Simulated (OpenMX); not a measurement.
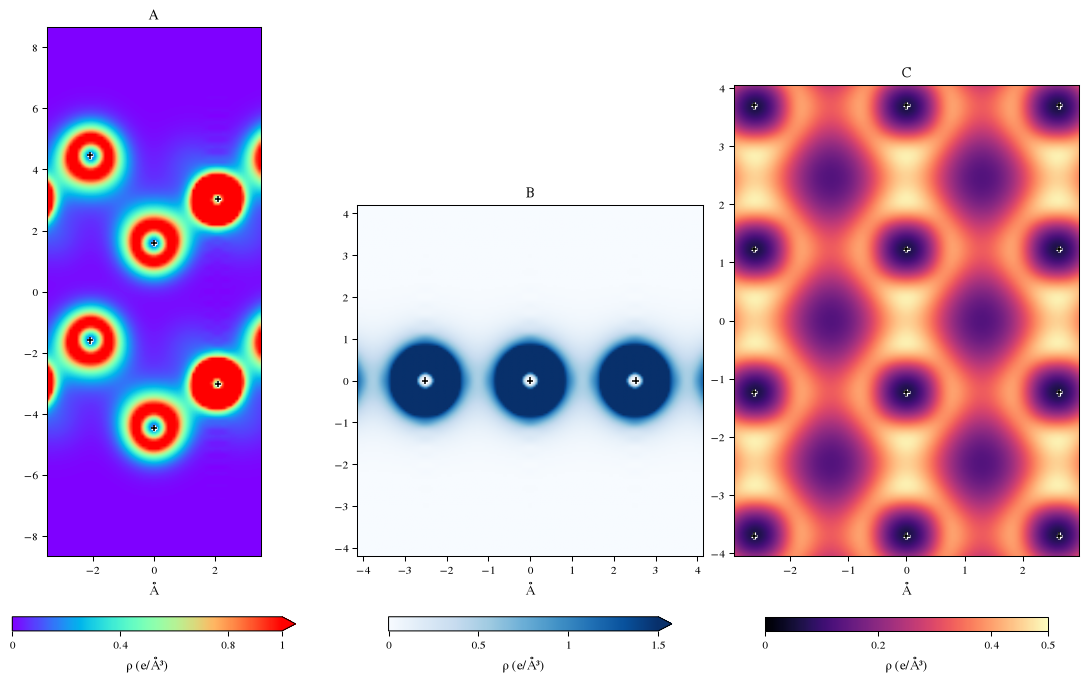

The valence charge density (pseudo) of 3 systems, each on a plane through atoms (crosses mark nuclei in the plane).

All numbers below come from Kohn-Sham DFT of a periodic cell, PBE, OpenMX 2013 PBE set (OpenMX).

System 1: HfS₂ (slab), the (110) plane of the calculation cell, a cut from vacuum to vacuum. Not relaxed (largest force 0.4 eV/Å).

```
CELL_PARAMETERS angstrom
3.63966 0.00000 0.00000
-1.81983 3.15204 0.00000
0.00000 0.00000 23.91437
ATOMIC_POSITIONS crystal
S 0.66667 0.33333 0.31362
Hf 0.00000 0.00000 0.37339
S 0.33333 0.66667 0.43316
S 0.66667 0.33333 0.56684
Hf 0.00000 0.00000 0.62661
S 0.33333 0.66667 0.68638
```

System 2: Si, the (100) plane of the conventional cell. Space group P6/mmm; a structure from a database of computed crystals, not necessarily the ambient phase; computed pressure about 4 GPa in this cell.

System 3: Pt, the (100) plane of the calculation cell, a cut from vacuum to vacuum. 

```
CELL_PARAMETERS angstrom
2.52308 0.00000 0.00000
0.00000 2.52308 0.00000
0.00000 0.00000 23.80000
ATOMIC_POSITIONS crystal
Pt 0.00000 0.00000 0.29412
```

Which map belongs to which system?

Answer. Panel A is system 1, HfS₂: the plane holds S and Hf. Hf–S (2.54 Å): ρ is about 0.43 e/Å³ halfway. Panel B is system 3, Pt: the plane holds Pt. Pt–Pt (2.52 Å): ρ is about 0.51 e/Å³ halfway. Panel C is system 2, Si: the plane holds Si. Si–Si (2.47 Å): ρ at the midpoint is about 0.45 e/Å³.
